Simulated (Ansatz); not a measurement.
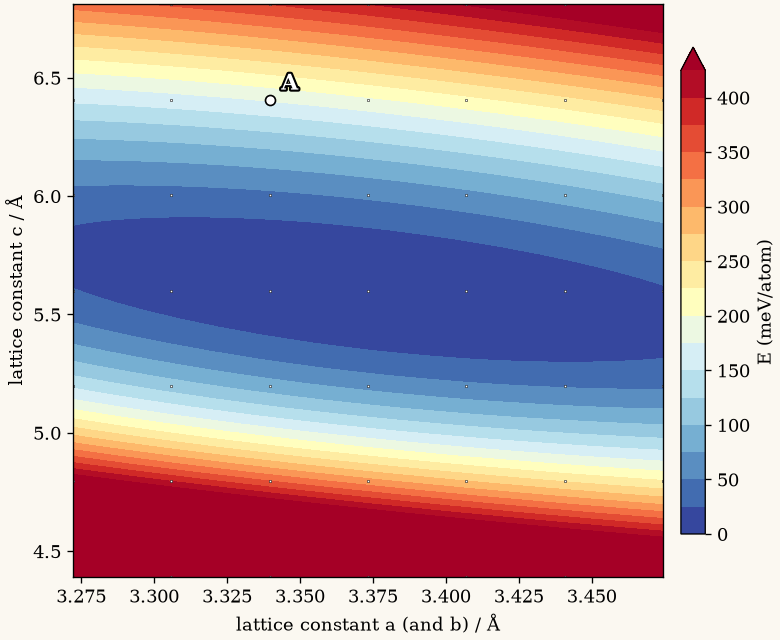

TiSe₂ (P-3m1, No. 164; 3 atoms in the cell). The energy is mapped over the lattice constants a and c of the conventional cell. Coordinates scanned: (1) lattice constant a (and b); (2) lattice constant c. Nothing is relaxed (fractional coordinates fixed). The grid has 7 × 7 points. All energies are given in meV/atom relative to the lowest grid point. Computed with Ansatz 0.2.0, DFT LDA+D3(BJ), scalar-relativistic, plane waves, PAW. Settings: cutoff 520 eV, k-mesh 15×15×8 in the order of the run's cell vectors, gaussian smearing 0.15 eV, no spin polarisation.

In the figure: filled contours, dots at the grid points, one colour for all values above the top of the scale, the point A. Between grid points the surface is interpolated.

**Which way does the force act at A, and how strong is it?**

A, at lattice constant a (and b) = 3.340 Å, lattice constant c = 6.41 Å, is not a stationary point. The computed force is 470 meV/atom for each Å towards smaller values of lattice constant a (and b) and 420 meV/atom for each Å towards smaller values of lattice constant c.
